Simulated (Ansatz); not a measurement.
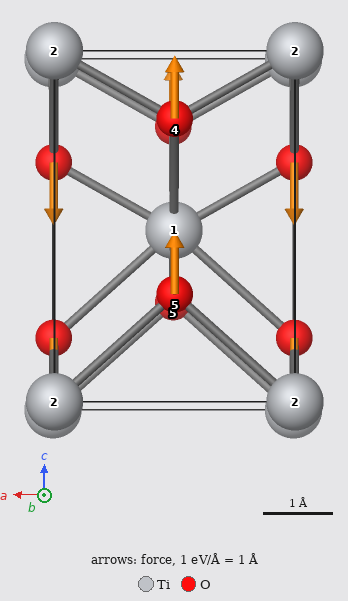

Starting geometry of crystalline TiO2 (a generated structure, set up in P4_2/nmc) (coarse preliminary run) with the computed forces as orange arrows. The picture is a ball-and-stick view of the cell of the calculation, seen from a free direction.

Case: Hf → Ti on all its sites, cell and atoms relaxed.

Computed with DFT PBE, scalar-relativistic, plane waves, PAW in Ansatz 0.2.0.

Input file:
```yaml
crystal:
  lattice:
    - [3.4906288345, 0.0, 0.0]
    - [0.0, 3.4906288345, 0.0]
    - [0.0, 0.0, 5.0979471775]
  atoms:
    - { symbol: Ti, position: [0.5, 0.5, 0.5] }
    - { symbol: Ti, position: [0.0, 0.0, 0.0] }
    - { symbol: O, position: [0.0, 0.5, 0.6932521125] }
    - { symbol: O, position: [0.5, 0.0, 0.8067478875] }
    - { symbol: O, position: [0.5, 0.0, 0.3067478875] }
    - { symbol: O, position: [0.0, 0.5, 0.1932521125] }
basis:
  ecutwfc: 420
kpoints:
  mp_grid: { grid: [6, 6, 4] }
hamiltonian:
  xc: pbe
scf:
  occupations: { method: gaussian, width: 0.1 }
output:
  forces: true
  stress: true
  eigenvalues: true
relax:
  adjacent_minimum: "off"
  f_tol: 0.05
  max_steps: 60
  cell: { stress_tol: 0.5 }
```

Run as
```bash
ansatz run input.yaml --threads 1 --pin off --max-ram 2560MiB --backend cpu --events-out ev --progress --plain --runs-dir out
```

### Is this structure relaxed? If not, where do the atoms go?

It isn't relaxed: the largest force vector, on O atoms, is 0.92 eV/Å. The atoms end up moving mostly along the starting forces (cosine between the two patterns 1.00). The largest moves relative to the cell, 0.19 Å, are those of O3, O4, O5 and O6. O4 goes along +c. Ti stays in place. Cell: a = b 3.491 → 3.392 Å (−2.8 %), c 5.098 → 5.311 Å (+4.2 %). Volume −1.6 %. Some distances before and after: Ti1–O4 2.343 → 2.485 Å, Ti1–O3 2.004 → 1.892 Å. Among the angles between lasting bonds that change: Ti2–O3–Ti2 96.3° → 86.1°, Ti1–O3–Ti1 121.1° → 127.4°. The space group stays P4_2/nmc (No. 137). The energy falls by 88.0 meV per atom in 5 accepted moves (6 points after the start). Largest force component: 0.92 eV/Å at the start, 0.0066 eV/Å at the end. Pressure: −15.75 GPa at the start and −0.05 GPa at the end. At 1 point the geometry stayed and the basis and grid were re-selected for the new cell (energy shift of 0.5 meV per atom at most each time).
